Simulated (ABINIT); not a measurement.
**Geometry relaxation of PbTe (part 1 of 2)**

PbTe (Fm-3m, 2 atoms in the cell), computed with Kohn-Sham DFT of a periodic cell, PBEsol, JTH PAW PBE v2.0, no spin polarisation (ABINIT 10.8.3).

The structure derives from an entry of the Crystallography Open Database.

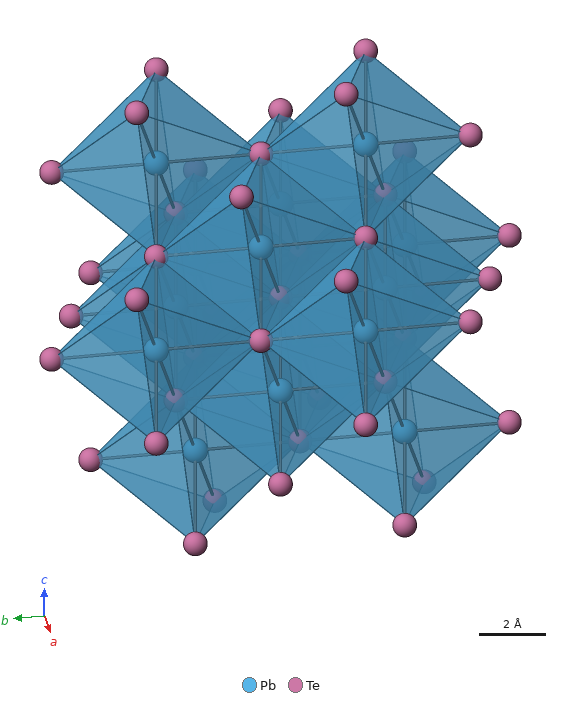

The structure as given in the input (polyhedral view of the cell 4 times as large as that of the calculation, set on its symmetry axes, seen at an oblique angle; polyhedra are completed across the faces of the cell).

**Input file**
```
# Pseudopotentials
pp_dirpath "./"
pseudos "Pb.GGA_PBE-JTH.xml, Te.GGA_PBE-JTH.xml"

# Structure
acell 4.56932402 4.56932402 4.56932402 Angstrom
rprim
     0.0000000000     0.7071067812     0.7071067812
     0.7071067812     0.0000000000     0.7071067812
     0.7071067812     0.7071067812     0.0000000000
ntypat 2
znucl 82 52
natom 2
typat 1 2
chkprim 0
chksymtnons 0
tolsym 1.0e-6
xred
            0.0            0.0            0.0
            1/2            1/2            1/2

# Plane-wave basis
ecut 22.0
pawecutdg 44.0
ecutsm 0.5

# k points
kptopt 1
ngkpt 5 5 5
nshiftk 1
shiftk 0.0 0.0 0.0

# Exchange and correlation
ixc -116133

# Bands and occupations
nband 14
occopt 3
tsmear 0.00183747

# SCF cycle
nstep 80
tolvrs 1.0e-10

# Output
iomode 3
prteig 0
prtebands 0
prtwf 0
prtden 0

# Relaxation
ionmov 2
optcell 2
ntime 50
tolmxf 2.0e-5
dilatmx 1.08
```

Run on 1 thread of Intel Xeon @ 2.50GHz (Skylake/Cascade Lake), 16 GiB of memory available, shared host.

Run as:
```bash
abinit run.abi > log 2>&1
```

**The program's output**
```
.Version 10.8.3 of ABINIT
 Symmetries : space group Fm -3 m (#225); Bravais cF (face-center cubic)
================================================================================
 Values of the parameters that define the memory need of the present run
     intxc =       0    ionmov =       2      iscf =      17    lmnmax =      18
     lnmax =       6     mgfft =      40  mpssoang =       3    mqgrid =    3001
     natom =       2  nloc_mem =       2    nspden =       1   nspinor =       1
    nsppol =       1      nsym =      48    n1xccc =       1    ntypat =       2
    occopt =       3   xclevel =       2
       mpw =        2842          nfft =       64000          nkpt =          10
 PAW method is used; the additional fine FFT grid is defined by:
   mgfftf=        60    nfftf =    216000
================================================================================
================================================================================

--------------------------------------------------------------------------------
------------- Echo of variables that govern the present computation ------------
--------------------------------------------------------------------------------
 -outvars: echo values of preprocessed input variables --------
            acell      8.6347709783E+00  8.6347709783E+00  8.6347709783E+00 Bohr
              amu      2.07200000E+02  1.27600000E+02
          chkprim           0
      chksymtnons           0
          dilatmx      1.08000000E+00
             ecut      2.20000000E+01 Hartree
           ecutsm      5.00000000E-01 Hartree
           ionmov           2
              ixc     -116133
         kptrlatt        5    0    0      0    5    0      0    0    5
          kptrlen      4.31738549E+01
            natom           2
            nband          14
            ngfft          40      40      40
          ngfftdg          60      60      60
             nkpt          10
            nstep          80
             nsym          48
            ntime          50
           ntypat           2
           occopt           3
          optcell           2
        pawecutdg      4.40000000E+01 Hartree
         pawxcdev           0
           prtden           0
        prtebands           0
           prteig           0
            prtwf           0
            rprim      0.0000000000E+00  7.0710678120E-01  7.0710678120E-01
                       7.0710678120E-01  0.0000000000E+00  7.0710678120E-01
                       7.0710678120E-01  7.0710678120E-01  0.0000000000E+00
          spgroup         225
           tolmxf      2.00000000E-05
           tolsym      1.00000000E-06
           tolvrs      1.00000000E-10
           tsmear      1.83747000E-03 Hartree
            typat      1  2
           useylm           1
           xangst      0.0000000000E+00  0.0000000000E+00  0.0000000000E+00
                       3.2310000000E+00  3.2310000000E+00  3.2310000000E+00
            xcart      0.0000000000E+00  0.0000000000E+00  0.0000000000E+00
                       6.1057051129E+00  6.1057051129E+00  6.1057051129E+00
             xred      0.0000000000E+00  0.0000000000E+00  0.0000000000E+00
                       5.0000000000E-01  5.0000000000E-01  5.0000000000E-01
            znucl       82.00000   52.00000

================================================================================

 chkinp: Checking input parameters for consistency.

================================================================================
== DATASET  1 ==================================================================

--- !DatasetInfo
iteration_state: {dtset: 1, }
dimensions: {natom: 2, nkpt: 10, mband: 14, nsppol: 1, nspinor: 1, nspden: 1, mpw: 2842, }
cutoff_energies: {ecut:  22.0, pawecutdg:  44.0, }
electrons: {nelect:   2.00000000E+01, charge:   0.00000000E+00, occopt:   3.00000000E+00, tsmear:   1.83747000E-03, }
meta: {optdriver: 0, ionmov: 2, optcell: 2, iscf: 17, paral_kgb: 0, }
...

 Real(R)+Recip(G) space primitive vectors, cartesian coordinates (Bohr,Bohr^-1):
 R(1)=  0.0000000  6.1057051  6.1057051  G(1)= -0.0818906  0.0818906  0.0818906
 R(2)=  6.1057051  0.0000000  6.1057051  G(2)=  0.0818906 -0.0818906  0.0818906
 R(3)=  6.1057051  6.1057051  0.0000000  G(3)=  0.0818906  0.0818906 -0.0818906
 Unit cell volume ucvol=  4.5523692E+02 bohr^3
 Angles (23,13,12)=  6.00000000E+01  6.00000000E+01  6.00000000E+01 degrees

 Coarse grid specifications (used for wave-functions):

 getcut: wavevector=  0.0000  0.0000  0.0000  ngfft=  40  40  40
         ecut(hartree)=     25.661   => boxcut(ratio)=   2.03146

 Fine grid specifications (used for densities):

 getcut: wavevector=  0.0000  0.0000  0.0000  ngfft=  60  60  60
         ecut(hartree)=     51.322   => boxcut(ratio)=   2.15469

--- Pseudopotential description ------------------------------------------------
- pspini: atom type   1  psp file is ./Pb.GGA_PBE-JTH.xml
 Pseudopotential format is: paw10
 basis_size (lnmax)=  6 (lmn_size= 18), orbitals=   0   0   1   1   2   2
 Spheres core radius: rc_sph= 2.40264019
 Shapefunction is BESSEL type: shapef(r,l)=aa(1,l)*jl(q(1,l)*r)+aa(2,l)*jl(q(2,l)*r)
 Radius for shape functions =  2.00872932
 Compensation charge density is not taken into account in XC energy/potential

- pspini: atom type   2  psp file is ./Te.GGA_PBE-JTH.xml
 Pseudopotential format is: paw10
 basis_size (lnmax)=  4 (lmn_size=  8), orbitals=   0   0   1   1
 Spheres core radius: rc_sph= 2.31107438
 Shapefunction is SIN type: shapef(r)=[sin(pi*r/rshp)/(pi*r/rshp)]**2
 Radius for shape functions =  2.10488624
 Compensation charge density is not taken into account in XC energy/potential

   2.67418901E+03                                ecore*ucvol(ha*bohr**3)
--------------------------------------------------------------------------------

================================================================================

=== [ionmov= 2] Broyden-Fletcher-Goldfarb-Shanno method (forces)
================================================================================

--- Iteration: ( 1/50) Internal Cycle: (1/1)
--------------------------------------------------------------------------------

---SELF-CONSISTENT-FIELD CONVERGENCE--------------------------------------------

--- !BeginCycle
iteration_state: {dtset: 1, itime: 1, icycle: 1, }
solver: {iscf: 17, nstep: 80, nline: 4, wfoptalg: 10, }
tolerances: {tolvrs: 1.00E-10, }
...

     iter   Etot(hartree)      deltaE(h)  residm     nres2
 ETOT  1  -68.173937120896    -6.817E+01 3.332E+00 5.003E+00
 ETOT  2  -69.627045383004    -1.453E+00 2.656E-01 6.013E+00
 ETOT  3  -69.610836360980     1.621E-02 6.854E-02 1.719E+00
 ETOT  4  -69.605681988785     5.154E-03 7.321E-03 3.118E-01
 ETOT  5  -69.605309870249     3.721E-04 2.046E-02 9.724E-02
 ETOT  6  -69.605047330777     2.625E-04 7.360E-03 2.629E-03
 ETOT  7  -69.605081958601    -3.463E-05 7.615E-04 3.785E-04
 ETOT  8  -69.605084017691    -2.059E-06 4.248E-05 1.268E-04
 ETOT  9  -69.605084096753    -7.906E-08 4.425E-06 1.023E-05
 ETOT 10  -69.605084107764    -1.101E-08 2.213E-07 5.759E-07
 ETOT 11  -69.605084109276    -1.512E-09 2.829E-07 3.181E-08
 ETOT 12  -69.605084109492    -2.153E-10 2.813E-08 1.067E-08
 ETOT 13  -69.605084109533    -4.142E-11 2.058E-09 1.414E-10
 ETOT 14  -69.605084109541    -8.313E-12 1.330E-09 3.972E-11

 At SCF step   14       nres2   =  3.97E-11 < tolvrs=  1.00E-10 =>converged.

 Cartesian components of stress tensor (hartree/bohr^3)
  sigma(1 1)=  1.28080108E-05  sigma(3 2)=  0.00000000E+00
  sigma(2 2)=  1.28080108E-05  sigma(3 1)=  0.00000000E+00
  sigma(3 3)=  1.28080108E-05  sigma(2 1)=  0.00000000E+00

--- !ResultsGS
iteration_state: {dtset: 1, itime: 1, icycle: 1, }
comment   : Summary of ground state results
lattice_vectors:
- [  0.0000000,   6.1057051,   6.1057051, ]
- [  6.1057051,   0.0000000,   6.1057051, ]
- [  6.1057051,   6.1057051,   0.0000000, ]
lattice_lengths: [   8.63477,    8.63477,    8.63477, ]
lattice_angles: [ 60.000,  60.000,  60.000, ] # degrees, (23, 13, 12)
lattice_volume:   4.5523692E+02
convergence: {deltae: -8.313E-12, res2:  3.972E-11, residm:  1.330E-09, diffor: null, }
etotal    :  -6.96050841E+01
entropy   :   0.00000000E+00
fermie    :  -2.28819526E-02
cartesian_stress_tensor: # hartree/bohr^3
- [  1.28080108E-05,   0.00000000E+00,   0.00000000E+00, ]
- [  0.00000000E+00,   1.28080108E-05,   0.00000000E+00, ]
- [  0.00000000E+00,   0.00000000E+00,   1.28080108E-05, ]
pressure_GPa:  -3.7682E-01
xred      :
- [  0.0000E+00,   0.0000E+00,   0.0000E+00, Pb]
- [  5.0000E-01,   5.0000E-01,   5.0000E-01, Te]
cartesian_forces: # hartree/bohr
- [ -0.00000000E+00,  -0.00000000E+00,  -0.00000000E+00, ]
- [ -0.00000000E+00,  -0.00000000E+00,  -0.00000000E+00, ]
force_length_stats: {min:   0.00000000E+00, max:   0.00000000E+00, mean:   0.00000000E+00, }
...

 Integrated electronic density in atomic spheres:
 ------------------------------------------------
 Atom  Sphere_radius  Integrated_density
    1        2.40264         11.33146271
    2        2.31107          3.12239732

---OUTPUT-----------------------------------------------------------------------

 Cartesian coordinates (xcart) [bohr]
  0.00000000000000E+00  0.00000000000000E+00  0.00000000000000E+00
  6.10570511288750E+00  6.10570511288750E+00  6.10570511288750E+00
 Reduced coordinates (xred)
  0.00000000000000E+00  0.00000000000000E+00  0.00000000000000E+00
  5.00000000000000E-01  5.00000000000000E-01  5.00000000000000E-01
 Cartesian forces (fcart) [Ha/bohr]; max,rms= 0.00000E+00 0.00000E+00 (free atoms)
 -0.00000000000000E+00 -0.00000000000000E+00 -0.00000000000000E+00
 -0.00000000000000E+00 -0.00000000000000E+00 -0.00000000000000E+00
 Gradient of E wrt nuclear positions in reduced coordinates (gred)
  0.00000000000000E+00  0.00000000000000E+00  0.00000000000000E+00
  0.00000000000000E+00  0.00000000000000E+00  0.00000000000000E+00
 Scale of Primitive Cell (acell) [bohr]
  8.63477097833197E+00  8.63477097833197E+00  8.63477097833197E+00
 Real space primitive translations (rprimd) [bohr]
  0.00000000000000E+00  6.10570511288750E+00  6.10570511288750E+00
  6.10570511288750E+00  0.00000000000000E+00  6.10570511288750E+00
  6.10570511288750E+00  6.10570511288750E+00  0.00000000000000E+00
 Unitary Cell Volume (ucvol) [Bohr^3]=  4.55236915142904E+02
 Angles (23,13,12)= [degrees]
  6.00000000000000E+01  6.00000000000000E+01  6.00000000000000E+01
 Lengths [Bohr]
  8.63477097849625E+00  8.63477097849625E+00  8.63477097849625E+00
 Stress tensor in cartesian coordinates (strten) [Ha/bohr^3]
  1.28080107557414E-05  0.00000000000000E+00  0.00000000000000E+00
  0.00000000000000E+00  1.28080107557379E-05  0.00000000000000E+00
  0.00000000000000E+00  0.00000000000000E+00  1.28080107557379E-05
 Total energy (etotal) [Ha]= -6.96050841095413E+01

--- Iteration: ( 2/50) Internal Cycle: (1/1)
--------------------------------------------------------------------------------

---SELF-CONSISTENT-FIELD CONVERGENCE--------------------------------------------

--- !BeginCycle
iteration_state: {dtset: 1, itime: 2, icycle: 1, }
solver: {iscf: 17, nstep: 80, nline: 4, wfoptalg: 10, }
tolerances: {tolvrs: 1.00E-10, }
...

     iter   Etot(hartree)      deltaE(h)  residm     nres2
 ETOT  1  -69.605113375571    -6.961E+01 1.820E-05 5.941E-03
 ETOT  2  -69.605091086073     2.229E-05 5.489E-08 3.691E-04
 ETOT  3  -69.605090368381     7.177E-07 3.756E-07 1.014E-04
 ETOT  4  -69.605090367939     4.422E-10 9.092E-08 6.672E-06
 ETOT  5  -69.605090381236    -1.330E-08 5.869E-09 9.017E-07
 ETOT  6  -69.605090384363    -3.127E-09 7.333E-10 1.540E-07
 ETOT  7  -69.605090385095    -7.320E-10 1.727E-10 2.233E-08
 ETOT  8  -69.605090385209    -1.137E-10 1.051E-10 5.185E-10
 ETOT  9  -69.605090385220    -1.083E-11 2.376E-11 8.053E-11

 At SCF step    9       nres2   =  8.05E-11 < tolvrs=  1.00E-10 =>converged.

 Cartesian components of stress tensor (hartree/bohr^3)
  sigma(1 1)=  1.11193164E-05  sigma(3 2)=  0.00000000E+00
  sigma(2 2)=  1.11193164E-05  sigma(3 1)=  0.00000000E+00
  sigma(3 3)=  1.11193164E-05  sigma(2 1)=  0.00000000E+00

--- !ResultsGS
iteration_state: {dtset: 1, itime: 2, icycle: 1, }
comment   : Summary of ground state results
lattice_vectors:
- [  0.0000000,   6.1033591,   6.1033591, ]
- [  6.1033591,   0.0000000,   6.1033591, ]
- [  6.1033591,   6.1033591,   0.0000000, ]
lattice_lengths: [   8.63145,    8.63145,    8.63145, ]
lattice_angles: [ 60.000,  60.000,  60.000, ] # degrees, (23, 13, 12)
lattice_volume:   4.5471236E+02
convergence: {deltae: -1.083E-11, res2:  8.053E-11, residm:  2.376E-11, diffor: null, }
etotal    :  -6.96050904E+01
entropy   :   0.00000000E+00
fermie    :  -2.26517582E-02
cartesian_stress_tensor: # hartree/bohr^3
- [  1.11193164E-05,   0.00000000E+00,   0.00000000E+00, ]
- [  0.00000000E+00,   1.11193164E-05,   0.00000000E+00, ]
- [  0.00000000E+00,   0.00000000E+00,   1.11193164E-05, ]
pressure_GPa:  -3.2714E-01
xred      :
- [  0.0000E+00,   0.0000E+00,   0.0000E+00, Pb]
- [  5.0000E-01,   5.0000E-01,   5.0000E-01, Te]
cartesian_forces: # hartree/bohr
- [ -0.00000000E+00,  -0.00000000E+00,  -0.00000000E+00, ]
- [ -0.00000000E+00,  -0.00000000E+00,  -0.00000000E+00, ]
force_length_stats: {min:   0.00000000E+00, max:   0.00000000E+00, mean:   0.00000000E+00, }
...

 Integrated electronic density in atomic spheres:
 ------------------------------------------------
 Atom  Sphere_radius  Integrated_density
    1        2.40264         11.32955741
    2        2.31107          3.13398957

---OUTPUT-----------------------------------------------------------------------
```
